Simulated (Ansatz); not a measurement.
Here is a crystal structure:

```
Ru
1.0
     4.23773    0.00000    0.00000
    -2.11886    3.66998    0.00000
     0.00000    0.00000    2.66665
Ru
3
Direct
  0.00000 0.00000 0.00000
  0.33333 0.66667 0.50000
  0.66667 0.33333 0.50000
```

What crystal do these data define?

The element is ruthenium. It is primitive hexagonal, space group P6/mmm (No. 191). The structure is of the kind named ω phase (AlB₂-like). The cell holds three atoms. Taking every contact within bonding distance, one finds Ru 2 to 5 (mean 4.0). Not all metal-metal contacts are counted.

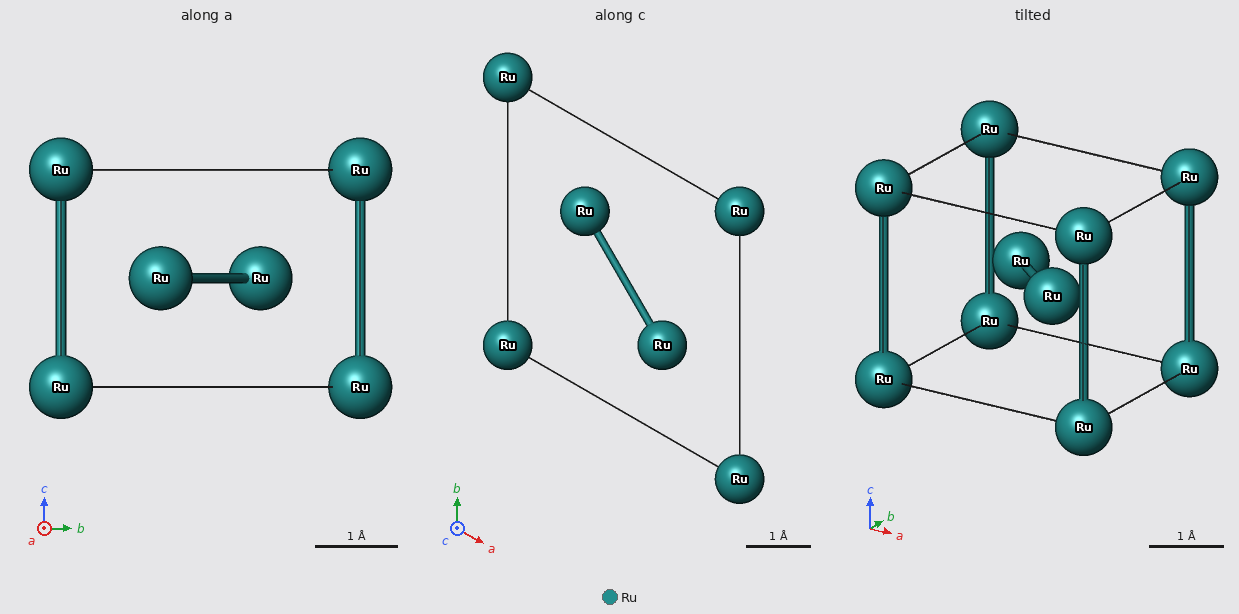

A ball-and-stick picture of a crystal structure, seen along the a axis, along the c axis and slightly off an axis. Thin lines show the conventional unit cell, with boundary atoms drawn in all their periodic places. Colours: ruthenium teal.

The structure comes from a structure listed in the Materials Project, with elements exchanged, so it need not be a known form of the compound. The picture shows the end point of a geometry optimisation with Ansatz 0.2.0, DFT r2SCAN, scalar-relativistic, plane waves, PAW.
